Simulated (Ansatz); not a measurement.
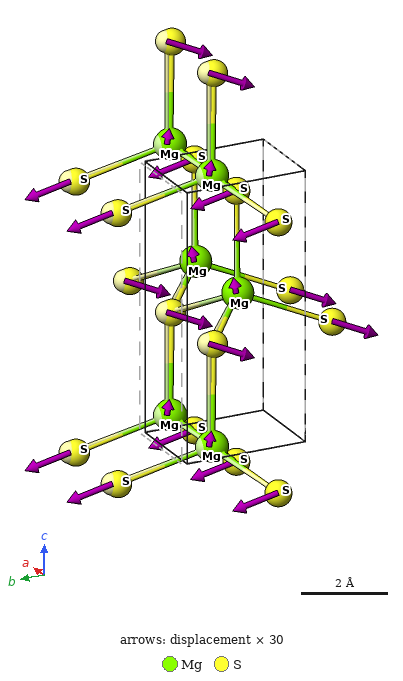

A crystal of MgS (built on the database structure type) at its r2SCAN-relaxed geometry, drawn pale, and a changed version of it, drawn solid. The purple arrows show how the atoms are displaced (without the part that the change of the cell carries along), magnified 30 times. The picture is a ball-and-stick view of the cell of the calculation, repeated 2 × 1 × 1 with one cell outlined, seen from a free direction.

The calculation used DFT, HSE06, plane waves, PAW (Ansatz 0.2.0). (plane-wave cutoff 420 eV; k-point mesh 6 × 6 × 4; occupations fixed; no spin polarisation)

**What was done to the structure, and with what result?**

The cell is strained by −3.7 % along [1 2 0] and none across it (volume −3.7 %). The atoms were relaxed with r2SCAN under that strain, and this is a single point on that geometry. Among the bonded contacts that change: Mg–S 2.452 → 2.414 to 2.432 Å. The space group (tolerance 0.01 Å) goes from P6_3mc (No. 186) to Cmc2_1 (No. 36). The energy rises by 9.2 meV per atom. The pressure goes from 0.0 to 2.4 GPa. The principal stresses (compression positive) are 3.5 GPa along [1 2 0], 2.1 GPa along a, 1.7 GPa along c. The forces stay under 0.01 eV/Å. The band gap: 4.53 eV before, 4.72 eV after.
